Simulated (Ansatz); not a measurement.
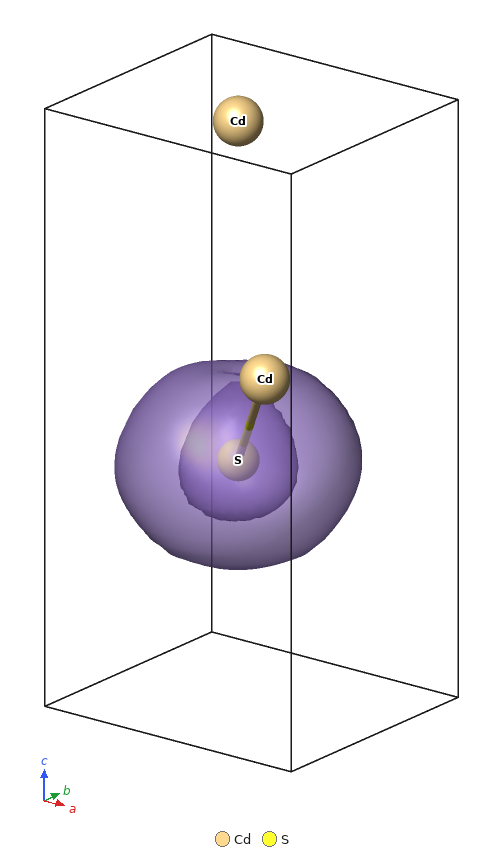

Figure 1: Cd₂S. Isosurface of the electron localisation function at 0.75 (purple), seen slightly off an axis. Only the valence region is drawn (cores and ρ < 0.01 e/Å³ removed). Sticks mark near contacts.

Space group P3m1; a structure from a database of computed crystals, not necessarily the ambient phase.

These are results of Kohn-Sham DFT of a periodic cell, PBE0 form with a typed share of exact exchange, Ansatz PAW in Ansatz, not measurements.

In a PAW calculation such maps are meaningful between the atoms, not at the nuclei.

Input

```
crystal:
  lattice:
    - [3.962670049, 0.0, 0.0]
    - [-1.9813350245, 3.4317729293, 0.0]
    - [0.0, 0.0, 5.809192]
  atoms:
    - { symbol: Cd, position: [0.3333333333, 0.6666666667, 0.932717] }
    - { symbol: Cd, position: [0.6666666667, 0.3333333333, 0.578735] }
    - { symbol: S, position: [0.3333333333, 0.6666666667, 0.365705] }
hamiltonian:
  xc: { exchange: pbe, correlation: pbe, exx: { coeff: 0.1 } }
  pseudopotentials: { kind: paw }
kpoints:
  mp_grid: { grid: [5, 5, 3] }
scf:
  occupations: { method: fermi_dirac, width: 0.05 }
output:
  forces: true
  stress: true
  eigenvalues: true
  write_density: true
  write_potential: true
  elf: true
  volumetric_format: npy
```

Command:

```sh
ansatz run input.yaml --threads 2 --pin off --max-ram 5632MiB --backend cpu --events-out ev --progress --plain --runs-dir out
```

Below, planes, directions and counts refer to the conventional cell (a = 3.96 Å, b = 3.96 Å, c = 5.81 Å, α = 90.00°, β = 90.00°, γ = 120.00°).

> Describe the localisation domains.

At this value the surface marks out one region wrapped around S (its valence shell), counted in one cell of 3 atoms. Any copies at cell faces, edges or corners count once.

Values along the shortest contacts:
Cd–S (2.52 Å): the ELF peaks at about 0.85 in the valence shell of S, 0.8 Å from its nucleus, and is about 0.35 at the midpoint. Cd–S (2.60 Å): the ELF peaks at about 0.90 in the valence shell of S, 0.8 Å from its nucleus, and drops to about 0.15 between the two atoms.

> Does the calculation make it a metal, or give it a gap?

It is gapped, with a Kohn–Sham gap of 1.4 eV on the k-point mesh (the band edges may lie off the mesh, which would make the gap smaller).
